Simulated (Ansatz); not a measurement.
# Sr$_{2}$Ti$_{3}$O$_{8}$: geometry relaxation (part 1 of 3)

System: Sr$_{2}$Ti$_{3}$O$_{8}$ (slab, 26 atoms in the cell).
Method: DFT PBEsol, scalar-relativistic, plane waves, PAW, no spin polarisation (Ansatz 0.2.0).

The structure derives from an entry of the Crystallography Open Database. It belongs to a series of runs on one base structure; here: (1 1 0) slab, atoms relaxed.

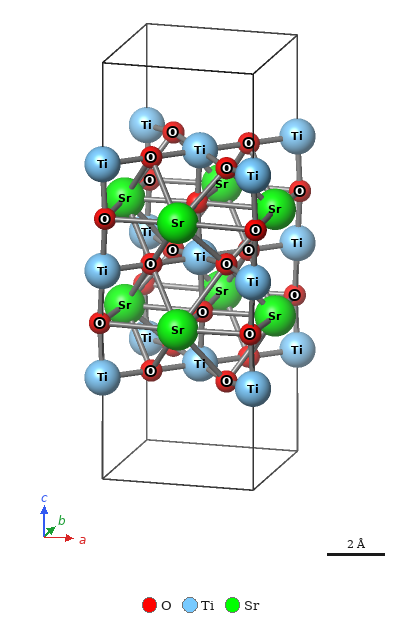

Figure 1. The structure as given in the input (ball-and-stick view of the cell of the calculation, with the vacuum cut short, seen slightly off an axis). An atom can appear more than once, as a periodic image.

Input
```yaml
crystal:
  lattice:
    - [5.5043380451, 0.0, 0.0]
    - [0.0344432879, 5.5042302799, 0.0]
    - [0.0, 0.0, 23.1424098445]
  atoms:
    - { symbol: O, position: [0.75, 0.25, 0.3240803378] }
    - { symbol: Ti, position: [0.5, 0.5, 0.3323442488] }
    - { symbol: Ti, position: [0.0, 0.0, 0.3323442488] }
    - { symbol: O, position: [0.25, 0.25, 0.3323442488] }
    - { symbol: O, position: [0.75, 0.75, 0.3323442488] }
    - { symbol: O, position: [0.25, 0.75, 0.3406081599] }
    - { symbol: Sr, position: [0.0, 0.5, 0.4161721244] }
    - { symbol: Sr, position: [0.5, 0.0, 0.4161721244] }
    - { symbol: O, position: [0.5246454743, 0.4753545257, 0.4161721244] }
    - { symbol: O, position: [0.9753545257, 0.0246454743, 0.4161721244] }
    - { symbol: O, position: [0.25, 0.75, 0.491736089] }
    - { symbol: Ti, position: [0.0, 0.0, 0.5] }
    - { symbol: Ti, position: [0.5, 0.5, 0.5] }
    - { symbol: O, position: [0.75, 0.75, 0.5] }
    - { symbol: O, position: [0.25, 0.25, 0.5] }
    - { symbol: O, position: [0.75, 0.25, 0.508263911] }
    - { symbol: Sr, position: [0.5, 0.0, 0.5838278756] }
    - { symbol: Sr, position: [0.0, 0.5, 0.5838278756] }
    - { symbol: O, position: [0.0246454743, 0.9753545257, 0.5838278756] }
    - { symbol: O, position: [0.4753545257, 0.5246454743, 0.5838278756] }
    - { symbol: O, position: [0.75, 0.25, 0.6593918401] }
    - { symbol: Ti, position: [0.5, 0.5, 0.6676557512] }
    - { symbol: Ti, position: [0.0, 0.0, 0.6676557512] }
    - { symbol: O, position: [0.25, 0.25, 0.6676557512] }
    - { symbol: O, position: [0.75, 0.75, 0.6676557512] }
    - { symbol: O, position: [0.25, 0.75, 0.6759196622] }
basis:
  ecutwfc: 420
kpoints:
  mp_grid: { grid: [5, 5, 1] }
hamiltonian:
  xc: pbesol
scf:
  occupations: { method: gaussian, width: 0.05 }
output:
  forces: true
  eigenvalues: true
  write_density: true
  write_potential: true
  elf: true
  volumetric_format: npy
relax:
  adjacent_minimum: "off"
  f_tol: 0.02
  max_steps: 60
efield:
  axis: 3
  dipole_correction: true
  ramp_width: 0.04
```

Machine: 4 threads of Intel Xeon (Granite Rapids), 32 GiB of memory available, shared host.

Run as:
```bash
ansatz run input.yaml --threads 4 --pin off --max-ram 10240MiB --backend cpu --events-out ev --progress --plain --runs-dir out
```

What the program printed
```
Engine: ansatz 0.2.0, x86_64-unknown-linux-gnu
Pseudopotentials: kind: paw
Pseudopotential: O, paw, valence charge 6, recommended cutoff 420 eV (normal), O.paw.azcp
Pseudopotential: Ti, paw, valence charge 12, recommended cutoff 420 eV (normal), Ti.paw.azcp
Pseudopotential: Sr, paw, valence charge 10, recommended cutoff 420 eV (normal), Sr.paw.azcp
Functional definition: PBEsol
  exchange = pbesol_x
  correlation = pbesol_c
Crystal: 26 atoms, lattice volume = 701.149 Å³
Basis set: ecut = 420 eV, 13649 PW (Γ), exchange–correlation on 80×80×320 points (8 copies of the dense FFT grid, shifted against one another)
Bands: 130, of which v1, the nominal top of the filled ones, is band 104 counted from 1 (103 counted from 0)
Symmetry: 4 space group operations
k-points: 9 of 25
Non-local potential: O, projectors of the file, l = 0: 2, l = 1: 2, l = 2: 1
Non-local potential: Ti, projectors of the file, l = 0: 3, l = 1: 2, l = 2: 3, l = 3: 1
Non-local potential: Sr, projectors of the file, l = 0: 3, l = 1: 2, l = 2: 2
PAW form: soft (Blöchl's): semilocal exchange-correlation on the pseudo side does not see the compensation charge
PAW frozen core: O, regenerated for the run's functional, and the local potential with it (the file was generated under x = pbe(κ = 0.804, μ = 0.2195149727645171), c = pbe(β = 0.06672455060314922))
PAW frozen core: Ti, regenerated for the run's functional, and the local potential with it (the file was generated under x = pbe(κ = 0.804, μ = 0.2195149727645171), c = pbe(β = 0.06672455060314922))
PAW frozen core: Sr, regenerated for the run's functional, and the local potential with it (the file was generated under x = pbe(κ = 0.804, μ = 0.2195149727645171), c = pbe(β = 0.06672455060314922))
PAW one-centre angular grid: O, 110 points (default); XC on 64 Gauss nodes
PAW one-centre angular grid: Ti, 590 points (default); XC on 64 Gauss nodes
PAW one-centre angular grid: Sr, 110 points (default); XC on 64 Gauss nodes
Initial density: superposition of atomic densities (neutral atoms: chi_scale 0, normalization atom), corrected by the library's trained network
Initial wavefunctions: pseudopotential atomic-orbital guess
Functional: x = pbesol(κ = 0.804, μ = 0.12345679012345678), c = pbesol(β = 0.046)
SCF iter   1: F=—  HF=-37823.958682 eV  |F-HF|=—  |Δ(HF+E_count)|=         —  Δρ=1.09e-2  dr2=7.22e-1  ethr=1.77e-3  p=0.000 e·Å  D=2.26e-13 V/Å  ΔV_dip=-0.00 eV  dr2_dipole=7.34e-10  V_vac-E_F(+/−)=4.26/4.26 eV  ⟨swp⟩=7.9  Hψ=5902  notcnv=0  defer=11
efield: sawtooth ramp at fractional position 0.9800 (placed from the atoms, in the widest stretch of the axis that holds none; the zero of the levels goes with the place), width 0.0400; the density the first Hamiltonian is built on has a dipole p = 0.000 e·Å; the dipole correction subtracts the counter field D = 2.26e-13 V/Å, which shifts the + side's vacuum level by -0.00 eV against the − side's; the planar-averaged density in the ramp window peaks in size at 1.0e-5 e/Å³
preconditioner: auto → Resta (q_TF=auto, 2.228 Å⁻¹)  ε∞=3.6  [insulator: Δε(μ)=0.770 eV  Ē_g=10.819 eV  σ=0.050 eV  W_gap=1.00  n_scr=120 (ndim 8)  ℏωp=17.3 eV  f_vac=0.537  D(μ)=0.00/eV (n_scr^D=0)  ε∞_Penn≈3.6  vacuum switching on, ρ_ref=8.5e-3 e/Å³]
SCF iter   2: F=—  HF=-37823.868883 eV  |F-HF|=—  |Δ(HF+E_count)|=   8.98e-2  Δρ=7.29e-3  dr2=3.99e-1  ethr=3.47e-4  p=0.000 e·Å  D=2.69e-6 V/Å  ΔV_dip=-0.00 eV  dr2_dipole=7.68e-11  V_vac-E_F(+/−)=4.31/4.31 eV  ⟨swp⟩=2.6  Hψ=2088  notcnv=0  defer=182
SCF iter   3: F=—  HF=-37823.803191 eV  |F-HF|=—  |Δ(HF+E_count)|=   6.57e-2  Δρ=1.59e-3  dr2=1.94e-2  ethr=1.92e-4  p=0.000 e·Å  D=2.11e-6 V/Å  ΔV_dip=-0.00 eV  dr2_dipole=2.18e-11  V_vac-E_F(+/−)=4.27/4.27 eV  ⟨swp⟩=2.3  Hψ=1477  notcnv=0  defer=182
SCF iter   4: F=—  HF=-37823.800651 eV  |F-HF|=—  |Δ(HF+E_count)|=   2.54e-3  Δρ=6.60e-4  dr2=3.14e-3  ethr=9.34e-6  p=0.000 e·Å  D=1.37e-6 V/Å  ΔV_dip=-0.00 eV  dr2_dipole=3.01e-11  V_vac-E_F(+/−)=4.28/4.28 eV  ⟨swp⟩=2.0  Hψ=1691  notcnv=0  defer=182
SCF iter   5: F=—  HF=-37823.800157 eV  |F-HF|=—  |Δ(HF+E_count)|=   4.94e-4  Δρ=3.45e-4  dr2=6.87e-4  ethr=1.51e-6  p=0.000 e·Å  D=8.44e-7 V/Å  ΔV_dip=-0.00 eV  dr2_dipole=4.51e-12  V_vac-E_F(+/−)=4.27/4.27 eV  ⟨swp⟩=2.0  Hψ=1718  notcnv=0  defer=182
SCF iter   6: F=—  HF=-37823.800227 eV  |F-HF|=—  |Δ(HF+E_count)|=   6.99e-5  Δρ=8.28e-5  dr2=4.98e-5  ethr=3.30e-7  p=0.000 e·Å  D=4.77e-7 V/Å  ΔV_dip=-0.00 eV  dr2_dipole=3.94e-13  V_vac-E_F(+/−)=4.26/4.26 eV  ⟨swp⟩=2.0  Hψ=1498  notcnv=0  defer=182
SCF iter   7: F=-37823.800240 eV  HF=-37823.800236 eV  |F-HF|=3.78e-6  |Δ(HF+E_count)|=   9.87e-6  Δρ=3.55e-5  dr2=7.07e-6  ethr=4.81e-9  p=0.000 e·Å  D=3.47e-7 V/Å  ΔV_dip=-0.00 eV  dr2_dipole=1.23e-12  V_vac-E_F(+/−)=4.26/4.26 eV  ⟨swp⟩=24.6  Hψ=15514  notcnv=0
SCF 1 converged in 7 iterations: F = -37823.800240 eV  dr2 = 7.07e-6
  greatest PAW one-centre occupation: 0.999 electrons in one spin orbital (limit 2), on the Ti atom at site 11 (counted from 0), in its partial waves of l = 0
relax step   1: F+E_penalty+E_count = -37823.80024022 eV  Δ(F+E_penalty+E_count) = +0.000e0 eV  max|allowed force component| = 2.032e0 eV/Å  Δτ_max = 0.0000 Å  (7 SCF iters, dr2 threshold 1.00e-5 eV, accepted)
Initial density: handed on by an earlier stage of this run
Initial wavefunctions: those handed on with the density
iter 1 solved again at ethr=6.11e-5 eV; its pass at ethr=3.10e-3 eV (dr2=1.27e-1 eV) is discarded
SCF iter   1: F=—  HF=-37824.189065 eV  |F-HF|=—  |Δ(HF+E_count)|=         —  Δρ=5.15e-3  dr2=1.28e-1  ethr=6.11e-5  p=0.000 e·Å  D=3.47e-7 V/Å  ΔV_dip=-0.00 eV  dr2_dipole=2.35e-12  V_vac-E_F(+/−)=4.34/4.34 eV  ⟨swp⟩=2.0  Hψ=4841  notcnv=0  defer=178
efield: sawtooth ramp at fractional position 0.9800 (handed on by an earlier solve), width 0.0400; the density the first Hamiltonian is built on has a dipole p = 0.000 e·Å; the dipole correction subtracts the counter field D = 3.47e-7 V/Å, which shifts the + side's vacuum level by -0.00 eV against the − side's; the planar-averaged density in the ramp window peaks in size at 2.3e-6 e/Å³
preconditioner: auto → Resta (q_TF=auto, 2.228 Å⁻¹)  ε∞=3.5  [insulator: Δε(μ)=1.383 eV  Ē_g=10.949 eV  σ=0.050 eV  W_gap=1.00  n_scr=120 (ndim 8)  ℏωp=17.3 eV  f_vac=0.538  D(μ)=0.00/eV (n_scr^D=0)  ε∞_Penn≈3.5  vacuum switching on, ρ_ref=8.7e-3 e/Å³]
SCF iter   2: F=—  HF=-37824.169529 eV  |F-HF|=—  |Δ(HF+E_count)|=   1.95e-2  Δρ=2.81e-3  dr2=4.11e-2  ethr=6.11e-5  p=0.000 e·Å  D=1.51e-7 V/Å  ΔV_dip=-0.00 eV  dr2_dipole=2.45e-14  V_vac-E_F(+/−)=4.35/4.35 eV  ⟨swp⟩=2.3  Hψ=1490  notcnv=0  defer=178
SCF iter   3: F=—  HF=-37824.166776 eV  |F-HF|=—  |Δ(HF+E_count)|=   2.75e-3  Δρ=1.82e-3  dr2=2.25e-2  ethr=1.98e-5  p=0.000 e·Å  D=1.39e-7 V/Å  ΔV_dip=-0.00 eV  dr2_dipole=1.84e-12  V_vac-E_F(+/−)=4.34/4.34 eV  ⟨swp⟩=2.0  Hψ=1706  notcnv=0  defer=178
SCF iter   4: F=—  HF=-37824.164538 eV  |F-HF|=—  |Δ(HF+E_count)|=   2.24e-3  Δρ=4.38e-4  dr2=1.59e-3  ethr=1.08e-5  p=-0.000 e·Å  D=-2.41e-8 V/Å  ΔV_dip=0.00 eV  dr2_dipole=5.14e-15  V_vac-E_F(+/−)=4.37/4.37 eV  ⟨swp⟩=2.0  Hψ=1470  notcnv=0  defer=178
SCF iter   5: F=—  HF=-37824.164750 eV  |F-HF|=—  |Δ(HF+E_count)|=   2.12e-4  Δρ=3.35e-4  dr2=7.96e-4  ethr=7.64e-7  p=-0.000 e·Å  D=-4.95e-8 V/Å  ΔV_dip=0.00 eV  dr2_dipole=3.97e-14  V_vac-E_F(+/−)=4.38/4.38 eV  ⟨swp⟩=2.0  Hψ=1651  notcnv=0  defer=178
SCF iter   6: F=—  HF=-37824.164733 eV  |F-HF|=—  |Δ(HF+E_count)|=   1.76e-5  Δρ=1.15e-4  dr2=9.64e-5  ethr=4.81e-8  p=-0.000 e·Å  D=-3.10e-8 V/Å  ΔV_dip=0.00 eV  dr2_dipole=4.28e-13  V_vac-E_F(+/−)=4.38/4.38 eV  ⟨swp⟩=23.6  Hψ=15204  notcnv=0
SCF iter   7: F=-37824.164741 eV  HF=-37824.164759 eV  |F-HF|=1.79e-5  |Δ(HF+E_count)|=   2.61e-5  Δρ=6.51e-5  dr2=3.25e-5  ethr=4.63e-8  p=-0.000 e·Å  D=-1.36e-7 V/Å  ΔV_dip=0.00 eV  dr2_dipole=3.32e-13  V_vac-E_F(+/−)=4.38/4.38 eV  ⟨swp⟩=18.4  Hψ=13240  notcnv=0
SCF 2 converged in 7 iterations: F = -37824.164741 eV  dr2 = 3.25e-5
[... from here on the iterations of each SCF are left out, up to the last one ...]
relax step   2: F+E_penalty+E_count = -37824.16474082 eV  Δ(F+E_penalty+E_count) = -3.645e-1 eV  max|allowed force component| = 1.886e0 eV/Å  Δτ_max = 0.1964 Å  (7 SCF iters, dr2 threshold 1.00e-4 eV, accepted)
efield: sawtooth ramp at fractional position 0.9800 (handed on by an earlier solve), width 0.0400; the density the first Hamiltonian is built on has a dipole p = -0.000 e·Å; the dipole correction subtracts the counter field D = -1.36e-7 V/Å, which shifts the + side's vacuum level by +0.00 eV against the − side's; the planar-averaged density in the ramp window peaks in size at 6.4e-7 e/Å³
preconditioner: auto → Resta (q_TF=auto, 2.228 Å⁻¹)  ε∞=3.3  [insulator: Δε(μ)=1.568 eV  Ē_g=11.284 eV  σ=0.050 eV  W_gap=1.00  n_scr=120 (ndim 8)  ℏωp=17.3 eV  f_vac=0.551  D(μ)=0.00/eV (n_scr^D=0)  ε∞_Penn≈3.3  vacuum switching on, ρ_ref=9.2e-3 e/Å³]
SCF 3 converged in 7 iterations: F = -37823.754435 eV  dr2 = 6.75e-5
  Residual-converged pass: ⟨swp⟩=1.0  Hψ=1206  notcnv=0  max |occ|·‖R‖ = 7.0e-9 eV (tolerance 1.0e-8 eV)  dr2=6.75e-5  dr2_onsite=3.44e-6  max |Δocc| = 1.1e-25
relax step   3: F+E_penalty+E_count = -37823.75443527 eV  Δ(F+E_penalty+E_count) = +4.103e-1 eV  max|allowed force component| = 3.719e0 eV/Å  Δτ_max = 0.1249 Å  (7 SCF iters, dr2 threshold 1.00e-4 eV, rejected (line search))
efield: sawtooth ramp at fractional position 0.9800 (handed on by an earlier solve), width 0.0400; the density the first Hamiltonian is built on has a dipole p = 0.000 e·Å; the dipole correction subtracts the counter field D = 1.33e-7 V/Å, which shifts the + side's vacuum level by -0.00 eV against the − side's; the planar-averaged density in the ramp window peaks in size at 1.6e-6 e/Å³
preconditioner: auto → Resta (q_TF=auto, 2.228 Å⁻¹)  ε∞=3.4  [insulator: Δε(μ)=0.607 eV  Ē_g=11.120 eV  σ=0.050 eV  W_gap=1.00  n_scr=120 (ndim 8)  ℏωp=17.3 eV  f_vac=0.539  D(μ)=0.00/eV (n_scr^D=0)  ε∞_Penn≈3.4  vacuum switching on, ρ_ref=9.0e-3 e/Å³]
SCF 4 converged in 12 iterations: F = -37824.480518 eV  dr2 = 2.54e-8
relax step   4: F+E_penalty+E_count = -37824.48051779 eV  Δ(F+E_penalty+E_count) = -3.158e-1 eV  max|allowed force component| = 1.285e-1 eV/Å  Δτ_max = 0.0616 Å  (12 SCF iters, accepted)
efield: sawtooth ramp at fractional position 0.9800 (handed on by an earlier solve), width 0.0400; the density the first Hamiltonian is built on has a dipole p = -0.000 e·Å; the dipole correction subtracts the counter field D = -3.58e-9 V/Å, which shifts the + side's vacuum level by +0.00 eV against the − side's; the planar-averaged density in the ramp window peaks in size at 1.9e-6 e/Å³
preconditioner: auto → Resta (q_TF=auto, 2.228 Å⁻¹)  ε∞=3.4  [insulator: Δε(μ)=1.181 eV  Ē_g=11.079 eV  σ=0.050 eV  W_gap=1.00  n_scr=120 (ndim 8)  ℏωp=17.3 eV  f_vac=0.542  D(μ)=0.00/eV (n_scr^D=0)  ε∞_Penn≈3.4  vacuum switching on, ρ_ref=8.9e-3 e/Å³]
SCF 5 converged in 7 iterations: F = -37824.491170 eV  dr2 = 7.87e-7
relax step   5: F+E_penalty+E_count = -37824.49116965 eV  Δ(F+E_penalty+E_count) = -1.065e-2 eV  max|allowed force component| = 2.244e-2 eV/Å  Δτ_max = 0.0351 Å  (7 SCF iters, dr2 threshold 1.03e-6 eV, accepted)
SCF iter   1: F=—  HF=-37824.493635 eV  |F-HF|=—  |Δ(HF+E_count)|=         —  Δρ=6.03e-4  dr2=3.22e-3  ethr=1.35e-5  p=-0.000 e·Å  D=-7.89e-9 V/Å  ΔV_dip=0.00 eV  dr2_dipole=1.34e-11  V_vac-E_F(+/−)=4.72/4.72 eV  ⟨swp⟩=2.0  Hψ=2027  notcnv=0  defer=178
efield: sawtooth ramp at fractional position 0.9800 (handed on by an earlier solve), width 0.0400; the density the first Hamiltonian is built on has a dipole p = -0.000 e·Å; the dipole correction subtracts the counter field D = -7.89e-9 V/Å, which shifts the + side's vacuum level by +0.00 eV against the − side's; the planar-averaged density in the ramp window peaks in size at 2.2e-6 e/Å³
preconditioner: auto → Resta (q_TF=auto, 2.228 Å⁻¹)  ε∞=3.4  [insulator: Δε(μ)=1.189 eV  Ē_g=11.093 eV  σ=0.050 eV  W_gap=1.00  n_scr=120 (ndim 8)  ℏωp=17.3 eV  f_vac=0.542  D(μ)=0.00/eV (n_scr^D=0)  ε∞_Penn≈3.4  vacuum switching on, ρ_ref=8.9e-3 e/Å³]
SCF iter   2: F=—  HF=-37824.492766 eV  |F-HF|=—  |Δ(HF+E_count)|=   8.69e-4  Δρ=3.20e-4  dr2=7.84e-4  ethr=1.55e-6  p=-0.000 e·Å  D=-3.89e-7 V/Å  ΔV_dip=0.00 eV  dr2_dipole=1.29e-14  V_vac-E_F(+/−)=4.72/4.72 eV  ⟨swp⟩=2.0  Hψ=1608  notcnv=0  defer=178
SCF iter   3: F=—  HF=-37824.492633 eV  |F-HF|=—  |Δ(HF+E_count)|=   1.33e-4  Δρ=3.14e-4  dr2=7.61e-4  ethr=3.77e-7  p=-0.000 e·Å  D=-3.54e-7 V/Å  ΔV_dip=0.00 eV  dr2_dipole=2.16e-13  V_vac-E_F(+/−)=4.72/4.72 eV  ⟨swp⟩=2.0  Hψ=1675  notcnv=0  defer=178
SCF iter   4: F=—  HF=-37824.492508 eV  |F-HF|=—  |Δ(HF+E_count)|=   1.25e-4  Δρ=7.24e-5  dr2=2.81e-5  ethr=3.66e-7  p=-0.000 e·Å  D=-3.99e-7 V/Å  ΔV_dip=0.00 eV  dr2_dipole=1.33e-13  V_vac-E_F(+/−)=4.72/4.72 eV  ⟨swp⟩=2.0  Hψ=1550  notcnv=0  defer=178
SCF iter   5: F=—  HF=-37824.492031 eV  |F-HF|=—  |Δ(HF+E_count)|=   4.77e-4  Δρ=3.60e-5  dr2=7.70e-6  ethr=1.35e-8  p=-0.000 e·Å  D=-4.41e-7 V/Å  ΔV_dip=0.00 eV  dr2_dipole=1.59e-16  V_vac-E_F(+/−)=4.72/4.72 eV  ⟨swp⟩=2.9  Hψ=1910  notcnv=0  defer=178
SCF iter   6: F=—  HF=-37824.492031 eV  |F-HF|=—  |Δ(HF+E_count)|=   1.37e-7  Δρ=1.08e-5  dr2=7.27e-7  ethr=3.70e-9  p=-0.000 e·Å  D=-4.55e-7 V/Å  ΔV_dip=0.00 eV  dr2_dipole=4.36e-14  V_vac-E_F(+/−)=4.72/4.72 eV  ⟨swp⟩=2.1  Hψ=1614  notcnv=0  defer=178
SCF iter   7: F=-37824.492031 eV  HF=-37824.492031 eV  |F-HF|=5.45e-8  |Δ(HF+E_count)|=   1.18e-7  Δρ=3.92e-6  dr2=6.55e-8  ethr=4.81e-11  p=-0.000 e·Å  D=-4.38e-7 V/Å  ΔV_dip=0.00 eV  dr2_dipole=1.51e-13  V_vac-E_F(+/−)=4.72/4.72 eV  ⟨swp⟩=16.8  Hψ=11283  notcnv=0
SCF 6 converged in 7 iterations: F = -37824.492031 eV  dr2 = 6.55e-8
relax step   6: F+E_penalty+E_count = -37824.49203096 eV  Δ(F+E_penalty+E_count) = -8.613e-4 eV  max|allowed force component| = 8.005e-3 eV/Å  Δτ_max = 0.0094 Å  (7 SCF iters, accepted)
```

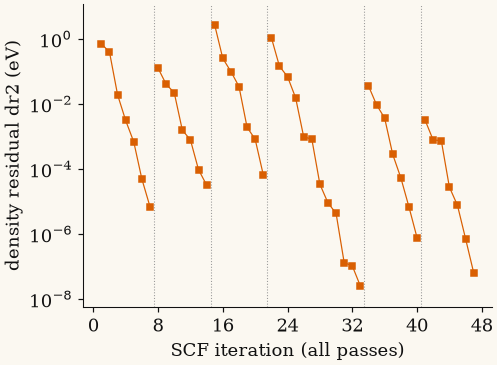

Figure 2. Convergence of the self-consistent field: density residual dr2 against the SCF iteration. The dotted lines part the SCF passes of the relaxation: geometry steps, rejected trials and re-solves on a re-selected basis. The 6 passes take 7 to 12 iterations each, 47 in all.

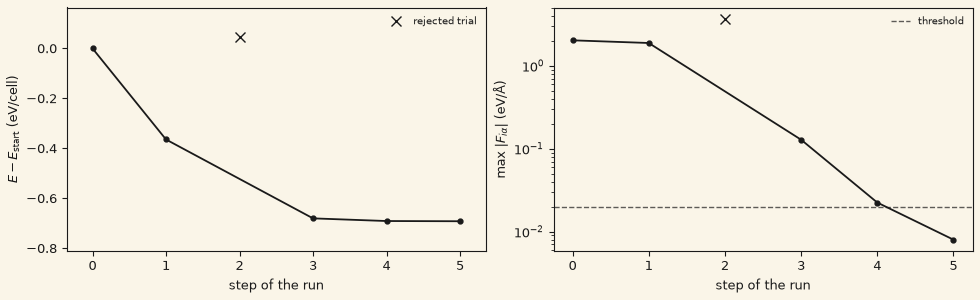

Figure 3. Progress of the relaxation, step by step (the first geometry is step 0 here and step 1 in the log).
